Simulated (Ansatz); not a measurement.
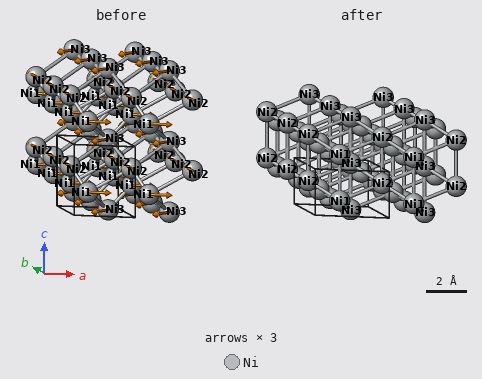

The structure of crystalline Ni (built on the trigonal selenium_152 type) (coarse preliminary run) before (left) and after (right) a relaxation, at one scale. The orange arrows give the displacements (the part carried along by the change of the cell is left out), 3 times their true length.

Style: ball-and-stick. Shown: the cell of the calculation, repeated 2 × 3 × 2 with one cell outlined, slightly off an axis.

Case: trigonal selenium type (P3_121, No. 152).

All numbers below come from Ansatz, DFT PBEsol, scalar-relativistic, plane waves, PAW.

Input file:
```yaml
crystal:
  lattice:
    - [3.2077354665, 0.0, 0.0]
    - [-1.6038677333, 2.7779804027, 0.0]
    - [0.0, 0.0, 3.6392832653]
  atoms:
    - { symbol: Ni, position: [0.2254, 0.0, 0.3333333333], spin: 0.3 }
    - { symbol: Ni, position: [0.0, 0.2254, 0.6666666667], spin: 0.3 }
    - { symbol: Ni, position: [0.7746, 0.7746, 0.0], spin: 0.3 }
basis:
  ecutwfc: 420
kpoints:
  mp_grid: { grid: [6, 6, 6] }
hamiltonian:
  xc: pbesol
scf:
  occupations: { method: gaussian, width: 0.1 }
  lower_state_search: "off"
output:
  forces: true
  stress: true
  eigenvalues: true
  populations: true
magnetization:
  spin_polarized: true
relax:
  adjacent_minimum: "off"
  f_tol: 0.04
  max_steps: 70
  cell: { stress_tol: 0.4 }
```

**Summarise the run.**

The largest moves relative to the cell, 0.42 Å, are those of Ni1, Ni2 and Ni3. Ni2 goes along +b. Cell: a = b 3.208 → 3.885 Å (+21.1 %), c 3.639 → 2.382 Å (−34.5 %). Volume −4.0 %. Among the contacts that change: Ni1–Ni1 3.639 → 2.382 Å, Ni1–Ni2 1.744 → 2.380 Å, Ni1–Ni2 (another image) 2.524 → 2.380 Å. Among the angles between lasting bonds that change: Ni2–Ni1–Ni3 103.1° → 70.5°, Ni2–Ni1–Ni2 78.9° → 109.5°, Ni2–Ni1–Ni3 99.0° → 70.5°. The space group (tolerance 0.01 Å) goes from P3_121 (No. 152) to Im-3m (No. 229). Over 14 accepted moves (17 points after the start) the energy falls by 7.992 eV per cell of the calculation. The largest force component goes from 15 to 0.00062 eV/Å. Pressure: 92.99 GPa at the start and 0.00 GPa at the end. The line search rejected the trial step at point 10 of the run. At 2 points the geometry stayed and the basis and grid were re-selected for the new cell (energy shift of 0.191 eV per cell of the calculation at most each time). The program noted that the starting moments weren't kept. The run may lie on a higher electronic state than the lowest, so the end point isn't shown to be the ground-state structure. The run took about 3 core-minutes on a shared host.
